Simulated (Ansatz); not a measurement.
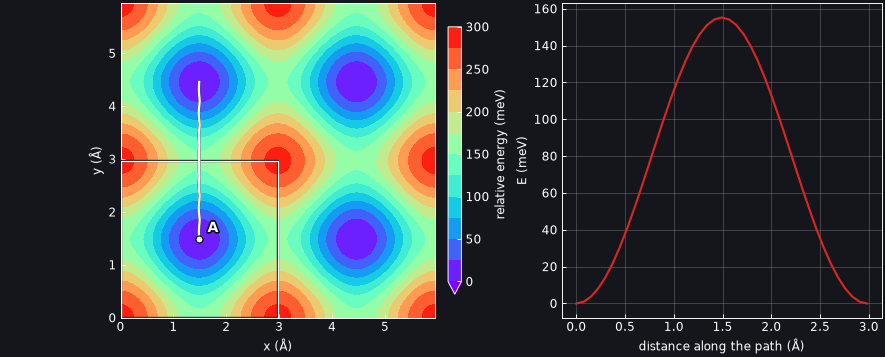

H on a TiN(100) slab cut from the Fm-3m phase, its upper half relaxed before the scan (24 atoms of substrate and one adsorbate in a 2 × 2 cell). H is moved over the surface cell at a fixed height above a rigid substrate; the origin of the map has the adsorbate above N21; the height is held at 2.80 Å. Places are given modulo a cell vector. The map is drawn in real space over the plane of the surface. The grid has 6 × 6 points; 10 points were computed and 26 follow by symmetry. Places are given in fractions of the 1 × 1 surface cell. Energies are in meV, from the lowest grid point. The runs have no spin polarisation, so an open-shell adsorbate far from the surface lies too high. At a fixed height the lowest place need not be the adsorption site. All numbers below come from DFT PBE+D3(BJ), scalar-relativistic, plane waves, PAW in Ansatz. Settings: cutoff 420 eV, k-mesh 5×5×1, gaussian smearing 0.1 eV, no spin polarisation.

The picture shows filled contours, a line along the lowest path, the outline of one cell of the 2 × 2 shown, the energy along the path at the right, the start A. Between grid points the surface is interpolated.

> Describe the path and its barrier.

The easiest path leads from the well at the top site over a surface Ti atom, (3/6, 3/6) of the cell vectors to its copy one period on. Its highest point lies about 155 meV above the bottom of the first well on the interpolated surface, at a fourfold hollow (N–N–Ti–Ti), (3/6, 0/6) of the cell vectors. This is the barrier on the constrained surface; relaxing the other coordinates would change it.

PAW datasets: the set soft_1.
